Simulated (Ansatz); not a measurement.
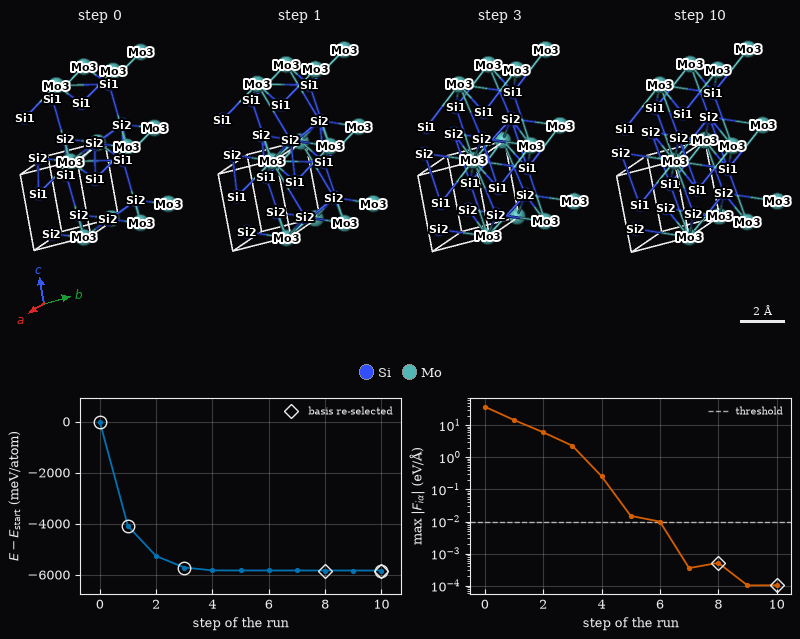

Frames of a relaxation of crystalline Si$_{2}$Mo (set up in P1), marked on the history of the run. A ball-and-stick model of the cell of the calculation, reduced to other axes, repeated 2 × 2 × 2 with one cell outlined, seen slightly off an axis. Lengths and directions refer to the drawn axes.

Case: all atoms moved at random, sigma 0.4 Å for each component, cell strained at random, sigma 0.03; relaxed back.

The calculation used DFT PBE, scalar-relativistic, plane waves, PAW (Ansatz 0.2.0). Set-up: plane-wave cutoff 420 eV; k-point mesh 14 × 14 × 14; occupations gaussian; smearing width 0.15 eV; no spin polarisation; cell and atoms relaxed; force threshold 0.01 eV/Å; at most 80 steps.

**Describe the path.**

Si2 moves most relative to the cell: 0.68 Å along [0 −3 2]. Largest moves by element: Si 0.68 Å, Mo 0.34 Å. The volume changes by +12.8 %, with a 2.939 → 3.217 Å (+9.4 %), b 3.152 → 3.217 Å (+2.1 %), c 4.443 → 4.547 Å (+2.3 %), α 69.5° → 69.3°, β 70.8° → 69.3°. Among the contacts that change: Si1–Si2 3.069 → 4.134 Å, Si2–Mo3 1.644 → 2.619 Å, Si1–Si2 (another image) 1.711 → 2.596 Å, Si1–Si2 (another image) 3.502 → 2.640 Å. New bonds form, among them: Si2–Mo3 (3.24 → 2.64 Å). Bond angles that change, for instance: Mo3–Si2–Mo3 102.3° → 75.8°, Si2–Si1–Mo3 86.5° → 60.3°, Si2–Si1–Mo3 81.3° → 60.3°. The space group (tolerance 0.01 Å) goes from P1 (No. 1) to I4/mmm (No. 139). Over 8 accepted moves (10 points after the start) the energy falls by 5833 meV per atom. The largest force component goes from 38 to 0.0001 eV/Å. The pressure goes from 182.08 to 0.00 GPa. The SCF was repeated twice at an unchanged geometry on a basis and grid sized afresh for the cell, which shifted the energy by 0.8 meV per atom at most. From step 0 to 1: Si2 moves most (0.20 Å), volume +7.3 %, energy −4090 meV per atom. From step 1 to 3: Si2 moves most (0.38 Å), volume +0.4 %, energy −1625 meV per atom. From step 3 to 10: Si2 moves most (0.13 Å), volume +4.7 %, energy −117 meV per atom.

```
step  E − E(0), meV/atom  largest force component, eV/Å  pressure, GPa  volume, Å³/atom                      note
   0                0.00                        37.9297         182.08           12.033                          
   1            -4090.31                        14.5987          66.50           12.914                          
   2            -5267.71                         6.0670          28.94           13.081                          
   3            -5715.51                         2.3069          14.90           12.970                          
   4            -5828.17                         0.2602           3.05           13.364                          
   5            -5831.81                         0.0151          -0.09           13.583                          
   6            -5831.85                         0.0100          -0.08           13.581                          
   7            -5831.87                         0.0004           0.00           13.576                          
   8            -5832.65                         0.0005           0.04           13.576  same geometry, new basis
   9            -5832.65                         0.0001           0.00           13.579                          
  10            -5832.65                         0.0001           0.00           13.579  same geometry, new basis
```
